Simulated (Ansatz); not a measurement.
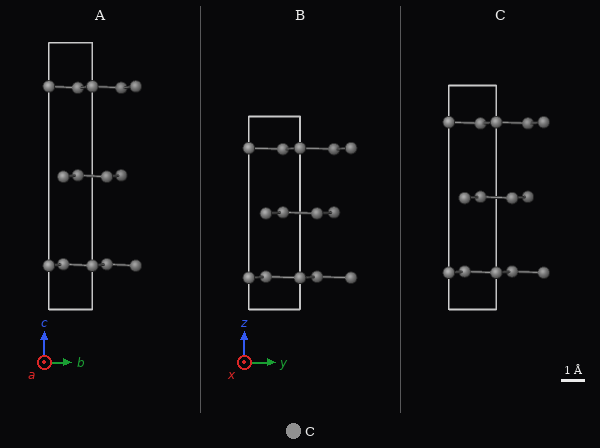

Crystalline C (R-3m): the ratio of the cell's length along z to its lengths across, counted as 1 for the reference, is changed at fixed volume (a c/a path), with the atoms kept at their fractional coordinates. x, y and z are the Cartesian axes of the input. The picture is a ball-and-stick view of the conventional cell (3 times the calculation's cell), repeated 2 × 2 × 1 with one cell outlined, seen along the a axis. Lengths and directions refer to the drawn axes.

Level of theory: DFT PBEsol, scalar-relativistic, plane waves, PAW (Ansatz 0.2.0). Settings: plane-wave cutoff 420 eV; k-point mesh 15 × 15 × 15; occupations gaussian; smearing width 0.05 eV; no spin polarisation. Energies (free energies at the smearing named) are counted from the cell as listed in its source, which wasn't relaxed.

> Order these geometries by energy, lowest first.

Lowest first: C (the relative ratio 1.00, 0 meV/atom), B (the relative ratio 0.80, 371 meV/atom), A (the relative ratio 1.30, 623 meV/atom). Over the whole scan: the lowest computed point lies at the relative ratio 1.00 (0 meV/atom). At the ends of the scan the energy is 371 meV/atom (0.80) and 623 meV/atom (1.30). The unrelaxed reference is under a pressure of 1.1 GPa. The distortion keeps the space group R-3m. At the relative ratio 1.30 the cell of the drawing goes a 2.456 → 2.250 Å, b 2.456 → 2.250 Å, c 10.041 → 11.960 Å.
